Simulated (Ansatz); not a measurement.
## Geometry relaxation, with input and output: PtSe2 (part 2 of 2)

PtSe2 (slab, 6 atoms in the cell); DFT PBE+D3(BJ), scalar-relativistic, plane waves, PAW, no spin polarisation (Ansatz 0.2.0); cutoff 420 eV, 12×12×1 k-mesh, Gaussian smearing of 0.02 eV. The structure derives from an entry of the Crystallography Open Database. The input holds or restrains some coordinates. Forces given for the steps count only the free coordinates. It belongs to a series of runs on one base structure; here: bilayer, upper layer turned by 180 degrees and shifted by (0, 0).

Geometry of the input (Å; fractional positions):
```
3.7069  0.0000  0.0000
-1.8534  3.2102  0.0000
0.0000  0.0000  43.1977
Se 0.6667  0.3333  0.4005
Pt 0.0000  0.0000  0.4311
Se 0.3333  0.6667  0.4618
Se 0.3333  0.6667  0.5382
Pt 0.0000  0.0000  0.5689
Se 0.6667  0.3333  0.5995
```

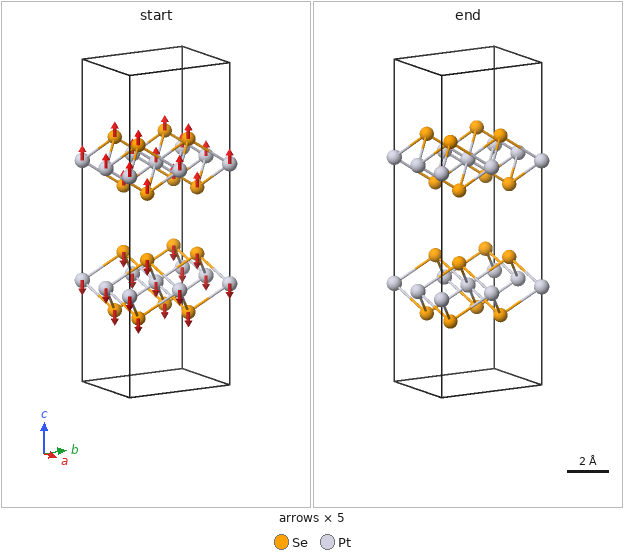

**Figure 1.** Before (left) and after (right) the restrained relaxation, at one scale (ball-and-stick view of the 2 × 2 repeat of the cell, with the vacuum cut short, seen slightly off an axis). The red arrows give the displacements, magnified 5 times. Over 4 geometry steps the energy falls by 25.9 meV per cell of the calculation. Largest force component: 0.2 eV/Å at the start, 0.0074 eV/Å at the end. The largest moves, 0.16 Å, are those of Se1, Pt2, Se3, Se4, Pt5 and Se6. By element the largest moves are Se 0.16 Å, Pt 0.15 Å. The cell stays as it was. (Atoms are counted from 1 in the order of the input.)

```
NSCF: frozen V_eff on 25 k-points
SCF converged after 6 iterations
Free energy (F): -46926.702281 eV
Harris-Foulkes:  -46926.702281 eV  (|F-HF|=1.52e-9)
Internal energy: -46926.702281 eV  (E = F + TS)
E sigma→0 (E₀):  -46926.702281 eV
Fermi energy:    -4.911082 eV
--- Per-component energies (eV) ---
  E_band       = -3694.888346
  E_kinetic    = 1747.223954
  E_local      = -545859.873803  (includes V_loc(G=0)·N_el)
  E_nonlocal   = -1981.860100
  E_hartree    = 271551.590943
  E_xc         = -939.922315
  E_vxc        = -997.716693  (∫ρ·V_xc dr)
  E_paw        = -26555.347409  (= ΣΔE_a)
  E_vpaw       = 294.163301  (= ΣTr[D̂ρ^β])
  E_aug_tail   = -0.001951  (compensation charges beyond the density's cutoff)
  E_ewald      = 255113.527646
  E_disp       = -2.039244  (pairwise vdW)
  E_smearing   = -0.000000  (= −TS)
  E_closure    = -0.000000  (closes the sum)
  Σ components = -46926.702281   (vs F -46926.702281, Δ=0.00e0)
--- Forces (eV/Å), atoms counted from 1 ---
  atom   1  Se     0.00000000     0.00000000     0.00458221
  atom   2  Pt    -0.00000000    -0.00000000    -0.00559936
  atom   3  Se     0.00000000    -0.00000000     0.00740961
  atom   4  Se     0.00000000    -0.00000000    -0.00742145
  atom   5  Pt     0.00000000    -0.00000000     0.00563886
  atom   6  Se     0.00000000     0.00000000    -0.00460839
  max |Σ_I F_I| component: 1.48e-6 eV/Å
--- 2D stress c σ (N/m, compression-positive) ---
       -0.012350       0.000000       0.000000
       -0.000000      -0.012350       0.000000
        0.000000       0.000000       0.000000
  P = ½ c Tr σ = -0.0124 N/m
--- Band table (eV; the first three rows and the last of 19) ---
  k-point 0: bands = ["-104.1197", "-104.1197", "-58.3432", "-58.3432", "-58.3432", "-58.3432", "-58.2949", "-58.2949", "-53.0441", "-53.0441", "-53.0441", "-53.0441", "-53.0267", "-53.0267", "-53.0267", "-53.0267", "-53.0166", "-53.0166", "-53.0165", "-53.0165", "-53.0057", "-53.0052", "-52.9938", "-52.9938", "-52.9938", "-52.9938", "-52.9813", "-52.9813", "-19.7443", "-19.6930", "-18.0040", "-17.9004", "-10.9966", "-10.7596", "-10.7596", "-10.7538", "-10.7538", "-10.6882", "-8.5370", "-8.5370", "-8.5359", "-8.5359", "-7.2150", "-6.8769", "-6.6258", "-5.8045", "-5.7030", "-5.7030", "-5.6400", "-5.6400", "-2.7534", "-2.7534", "-2.6520", "-2.6520", "-1.1217 (-1.1217°)", "-0.7726 (-0.7729°)", "-0.2806 (-0.2808°)", "-0.0036", "-0.0034", "0.2990"]
  k-point 1: bands = ["-104.1197", "-104.1197", "-58.3439", "-58.3439", "-58.3434", "-58.3434", "-58.2948", "-58.2948", "-53.0441", "-53.0441", "-53.0441", "-53.0441", "-53.0267", "-53.0267", "-53.0267", "-53.0267", "-53.0166", "-53.0165", "-53.0165", "-53.0164", "-53.0057", "-53.0052", "-52.9939", "-52.9938", "-52.9938", "-52.9938", "-52.9813", "-52.9813", "-19.6692", "-19.6174", "-18.0060", "-17.9053", "-10.9313", "-10.7740", "-10.7696", "-10.7148", "-10.7087", "-10.6073", "-8.6435", "-8.6401", "-8.5927", "-8.5904", "-7.3594", "-7.1275", "-6.5694", "-5.8708", "-5.7885", "-5.6981", "-5.6360", "-5.4771", "-3.2646", "-3.1395", "-2.8678", "-2.7661", "-0.8247 (-0.8248°)", "-0.5870 (-0.5876°)", "0.1001", "0.2699", "0.4118", "0.5249"]
  k-point 2: bands = ["-104.1196", "-104.1196", "-58.3459", "-58.3459", "-58.3440", "-58.3440", "-58.2947", "-58.2947", "-53.0441", "-53.0441", "-53.0440", "-53.0440", "-53.0268", "-53.0268", "-53.0266", "-53.0266", "-53.0166", "-53.0165", "-53.0165", "-53.0164", "-53.0056", "-53.0051", "-52.9940", "-52.9939", "-52.9938", "-52.9938", "-52.9812", "-52.9812", "-19.4535", "-19.4002", "-18.0127", "-17.9199", "-10.8706", "-10.7778", "-10.6588", "-10.5966", "-10.5896", "-10.3962", "-9.0381", "-9.0210", "-8.7061", "-8.7012", "-7.7276", "-7.6030", "-6.3846", "-5.9182", "-5.8798", "-5.7665", "-5.7072", "-5.3724", "-4.1228", "-3.9027", "-3.0762", "-2.9717", "-0.2590 (-0.2597°)", "-0.1783 (-0.1794°)", "0.5148", "0.7194", "0.7263", "0.8749"]
  k-point 18: bands = ["-104.1195", "-104.1194", "-58.3509", "-58.3509", "-58.3509", "-58.3508", "-58.2940", "-58.2940", "-53.0441", "-53.0440", "-53.0437", "-53.0437", "-53.0267", "-53.0267", "-53.0263", "-53.0263", "-53.0169", "-53.0168", "-53.0162", "-53.0161", "-53.0054", "-53.0049", "-52.9941", "-52.9941", "-52.9936", "-52.9935", "-52.9810", "-52.9809", "-18.1334", "-18.0332", "-18.0332", "-18.0099", "-10.9749", "-10.9283", "-10.6195", "-10.5716", "-10.5611", "-10.5541", "-9.3787", "-9.1397", "-9.1374", "-8.9629", "-8.1982", "-8.1934", "-8.0489", "-7.9130", "-6.8409", "-6.6678", "-6.6300", "-6.4493", "-4.0636", "-4.0583", "-3.7336", "-3.6799", "0.0376", "0.6782", "1.9143", "2.2971", "2.8313", "2.8319"]
  ° read free of the cell's end (the report's vacuum.weakly_bound_levels)
--- Relaxed structure (5 steps of the walk, 5 accepted, 0 SCFs on fresh bases) ---
  F+E_penalty+E_count = -46926.70228069 eV   max|allowed force component| = 7.422e-3 eV/Å
  cell:  # Å, volume = 514.0498 Å³
    - [3.7068661496102724, 0.0, 0.0]
    - [-1.8534330748051362, 3.210240253991104, 0.0]
    - [0.0, 0.0, 43.197713335]
  atoms:
    - { symbol: Se, position: [0.6666666666666666, 0.3333333333333333, 0.3969035292384631] }
    - { symbol: Pt, position: [-6.146195809909852e-18, -1.7560559456885284e-18, 0.4276108747255337] }
    - { symbol: Se, position: [0.3333333333333333, 0.6666666666666666, 0.4581959535037553] }
    - { symbol: Se, position: [0.3333333333333333, 0.6666666666666666, 0.5418040533299383] }
    - { symbol: Pt, position: [6.1461142465299884e-18, 1.75603264186571e-18, 0.5723890784777939] }
    - { symbol: Se, position: [0.6666666666666666, 0.3333333333333333, 0.6030965107245156] }
```

**Trajectory as extended XYZ (Å, eV, eV/Å), 5 frames, from step=1 to step=5**
```
6
Lattice="3.7069 0.0000 0.0000 -1.8534 3.2102 0.0000 0.0000 0.0000 43.1977" Properties=species:S:1:pos:R:3:forces:R:3 step=1 energy=-46926.67638
Se    1.8534    1.0701   17.2994    0.0000   0.0000  -0.0231
Pt    0.0000    0.0000   18.6241    0.0000   0.0000   0.0192
Se    0.0000    2.1402   19.9489    0.0000   0.0000  -0.2016
Se    0.0000    2.1402   23.2489    0.0000   0.0000   0.2016
Pt    0.0000    0.0000   24.5736    0.0000   0.0000  -0.0192
Se    1.8534    1.0701   25.8983    0.0000   0.0000   0.0231
6
Lattice="3.7069 0.0000 0.0000 -1.8534 3.2102 0.0000 0.0000 0.0000 43.1977" Properties=species:S:1:pos:R:3:forces:R:3 step=2 energy=-46926.69671
Se    1.8534    1.0701   17.1314    0.0000   0.0000  -0.1055
Pt    0.0000    0.0000   18.4497    0.0000   0.0000  -0.0794
Se    0.0000    2.1402   19.7536    0.0000   0.0000   0.2170
Se    0.0000    2.1402   23.4441    0.0000   0.0000  -0.2169
Pt    0.0000    0.0000   24.7480    0.0000   0.0000   0.0793
Se    1.8534    1.0701   26.0663    0.0000   0.0000   0.1055
6
Lattice="3.7069 0.0000 0.0000 -1.8534 3.2102 0.0000 0.0000 0.0000 43.1977" Properties=species:S:1:pos:R:3:forces:R:3 step=3 energy=-46926.69729
Se    1.8534    1.0701   17.1075    0.0000   0.0000   0.1537
Pt    0.0000    0.0000   18.4463    0.0000   0.0000   0.0229
Se    0.0000    2.1402   19.7834    0.0000   0.0000  -0.1603
Se    0.0000    2.1402   23.4143    0.0000   0.0000   0.1603
Pt    0.0000    0.0000   24.7514    0.0000   0.0000  -0.0228
Se    1.8534    1.0701   26.0903    0.0000   0.0000  -0.1538
6
Lattice="3.7069 0.0000 0.0000 -1.8534 3.2102 0.0000 0.0000 0.0000 43.1977" Properties=species:S:1:pos:R:3:forces:R:3 step=4 energy=-46926.70228
Se    1.8534    1.0701   17.1453    0.0000   0.0000   0.0044
Pt    0.0000    0.0000   18.4718    0.0000   0.0000  -0.0065
Se    0.0000    2.1402   19.7930    0.0000   0.0000   0.0073
Se    0.0000    2.1402   23.4047    0.0000   0.0000  -0.0074
Pt    0.0000    0.0000   24.7259    0.0000   0.0000   0.0066
Se    1.8534    1.0701   26.0524    0.0000   0.0000  -0.0044
6
Lattice="3.7069 0.0000 0.0000 -1.8534 3.2102 0.0000 0.0000 0.0000 43.1977" Properties=species:S:1:pos:R:3:forces:R:3 step=5 energy=-46926.70228
Se    1.8534    1.0701   17.1453    0.0000   0.0000   0.0046
Pt    0.0000    0.0000   18.4718    0.0000   0.0000  -0.0056
Se    0.0000    2.1402   19.7930    0.0000   0.0000   0.0074
Se    0.0000    2.1402   23.4047    0.0000   0.0000  -0.0074
Pt    0.0000    0.0000   24.7259    0.0000   0.0000   0.0056
Se    1.8534    1.0701   26.0524    0.0000   0.0000  -0.0046
```

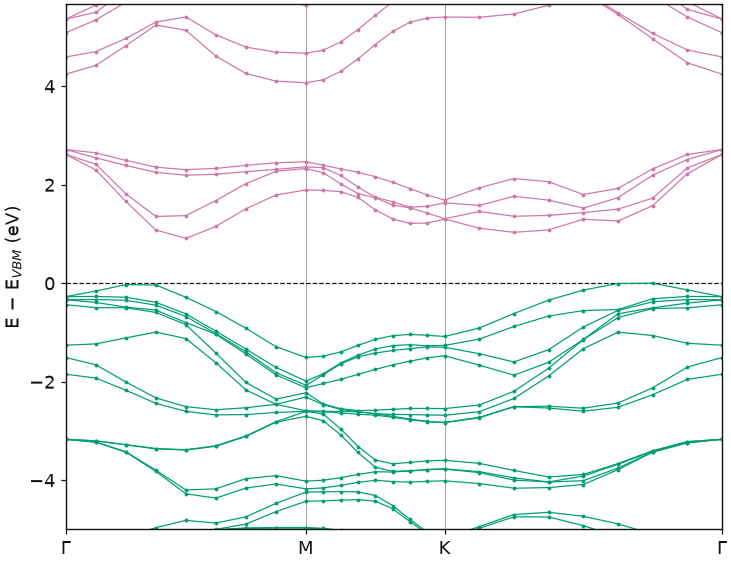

**Figure 2.** Band structure along Γ–M–K–Γ, with energies from the valence-band top. There is a gap of 0.91 eV on this path, indirect, from between K and Γ to between Γ and M.

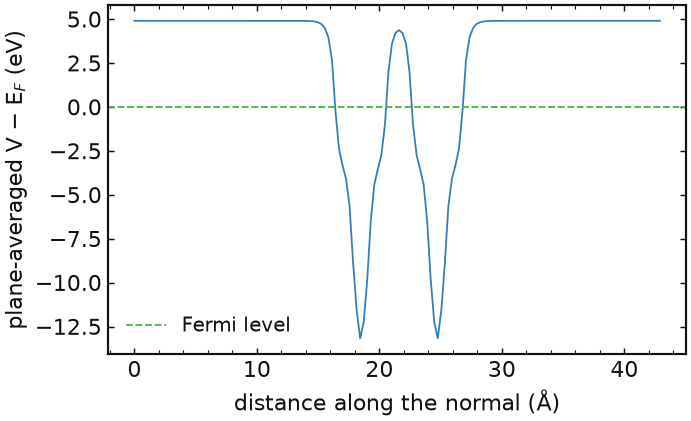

**Figure 3.** Plane average of the electrostatic potential energy of an electron across the cell, from the Fermi level. The vacuum level lies 4.91 eV above the Fermi level.

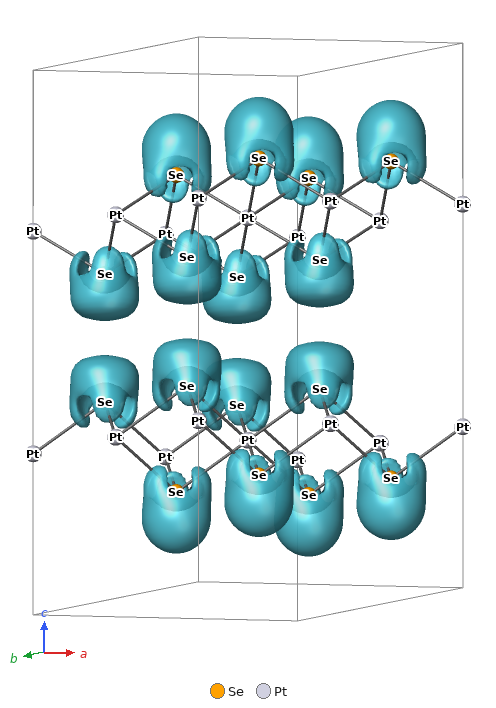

**Figure 4.** Isosurface of the electron localisation function at 0.75 (cyan), seen at an oblique angle. Core shells and regions of very low density are left out. Sticks mark near contacts. Values along the shortest contacts: Pt–Se (2.52 Å): the ELF is about 0.50 at the midpoint. Core electrons are frozen (PAW), so the fields are smoothed inside the atomic spheres.

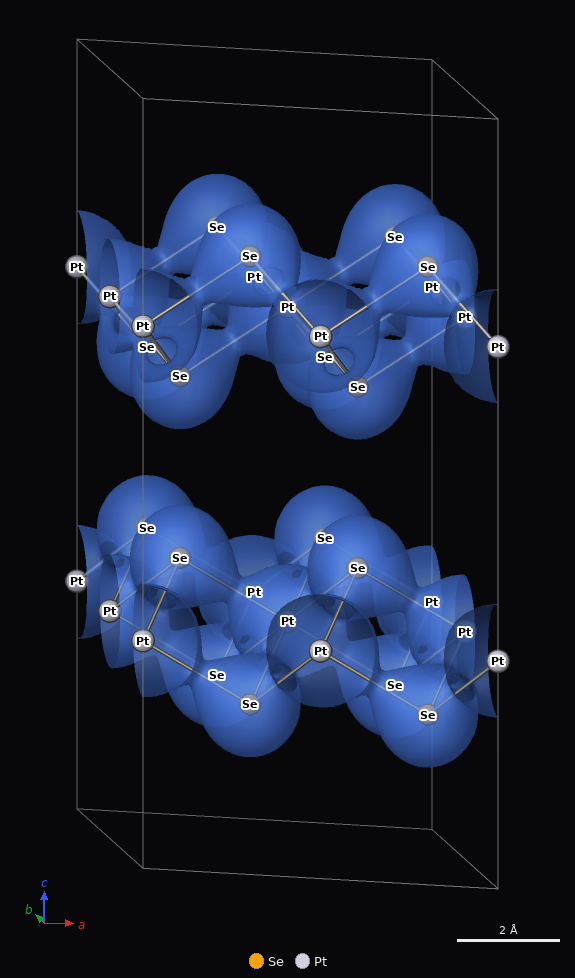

**Figure 5.** Isosurface of the valence pseudo-density at 0.5 e/Å³ (blue), seen slightly off an axis. Sticks mark near contacts. At this value the density is joined into sheets; it holds about 85 % of the electrons treated as valence (semicore included). On the grid the lowest density along these lines, outside the cores, is 0.58 e/Å³ (Pt–Se, 2.52 Å).

**Summary**

| quantity | value |
| --- | --- |
| outcome | converged under the restraints of the input |
| electrons treated | 100 |
| free energy | −46926.7023 eV |
| work function, top face | 4.91 eV |
| work function, bottom face | 4.91 eV |
| Fermi energy | −4.911 eV |
| gap on the k-point mesh | 0.91 eV |
| gap on the band path | 0.91 eV |
| final volume | 514.05 Å³ |
| work function (upper face) | 4.91 eV |
| largest force (length of the vector) at the end, held atoms and coordinates included | 0.007 eV/Å |
| wall time | 7.3 min (CPU time 14 min) |
| peak memory | 1.1 GiB |

**Notes**

Notes on the run: the SCF threshold is looser than advised for the printed stress. Spin–orbit coupling is left out, which matters for Pt.
